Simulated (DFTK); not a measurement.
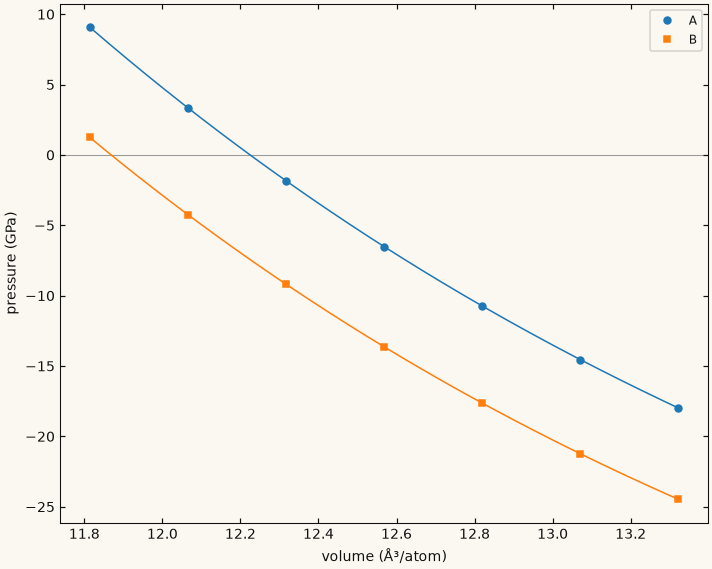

The plot gives the computed pressure against volume, with one curve for each functional, for HfC (space group Fm-3m). The labels are replaced by letters. In alphabetical order the cases are: LDA; PBEsol.

How it was computed, with DFTK 0.8.2: plane-wave DFT, no spin polarisation; energies at scaled volumes of the given cell, shape and fractions fixed, counted from the fit's minimum, third-order Birch-Murnaghan fit. All runs: no spin polarisation.

```csv
setting,value
occupations,Fermi–Dirac
smearing width,0.05 eV
```

Question: Which letter stands for which functional?

Answer: A: PBEsol; B: LDA.
